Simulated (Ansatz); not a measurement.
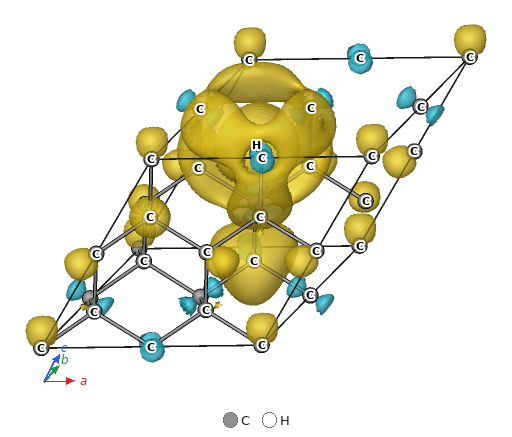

Figure. HC16 (cell with a defect). Isosurfaces of the spin density (up minus down) at +0.01 (yellow) and −0.01 e/Å³ (cyan), seen at an oblique angle. Sticks mark near contacts.

Spin-polarised.

Level of theory: DFT PBE, scalar-relativistic, plane waves, PAW (Ansatz).

Core electrons are frozen (PAW), and the valence fields are smoothed inside the atomic spheres.

```yaml
crystal:
  lattice:
    - [0.00000, 3.57000, 3.57000]
    - [3.57000, 0.00000, 3.57000]
    - [3.57000, 3.57000, 0.00000]
  atoms:
    - { symbol: C, position: [0.00013, 0.99916, 0.00140] }
    - { symbol: C, position: [0.12259, 0.12163, 0.12811] }
    - { symbol: C, position: [0.00013, 0.99916, 0.49976] }
    - { symbol: C, position: [0.12553, 0.12457, 0.62517] }
    - { symbol: C, position: [0.99955, 0.49990, 0.00050] }
    - { symbol: C, position: [0.12259, 0.62751, 0.12811] }
    - { symbol: C, position: [0.00013, 0.50079, 0.49976] }
    - { symbol: C, position: [0.12260, 0.62750, 0.62224] }
    - { symbol: C, position: [0.50086, 0.99860, 0.00049] }
    - { symbol: C, position: [0.62848, 0.12162, 0.12812] }
    - { symbol: C, position: [0.50176, 0.99916, 0.49976] }
    - { symbol: C, position: [0.62848, 0.12163, 0.62223] }
    - { symbol: C, position: [0.50086, 0.49989, 0.00049] }
    - { symbol: C, position: [0.62554, 0.62457, 0.12517] }
    - { symbol: C, position: [0.50086, 0.49990, 0.49919] }
    - { symbol: C, position: [0.62848, 0.62751, 0.62223] }
    - { symbol: H, position: [0.37560, 0.37449, 0.87521] }
```

### Which atoms carry the moments, and with what signs?

The spin density sits on H: +0.4 μB in one cell of 17 atoms, with smaller moments on other sites: C (up to +0.09 μB): with much of the spin spread outside that site. The cell of the calculation (17 atoms) carries 0.9 μB of net spin moment.
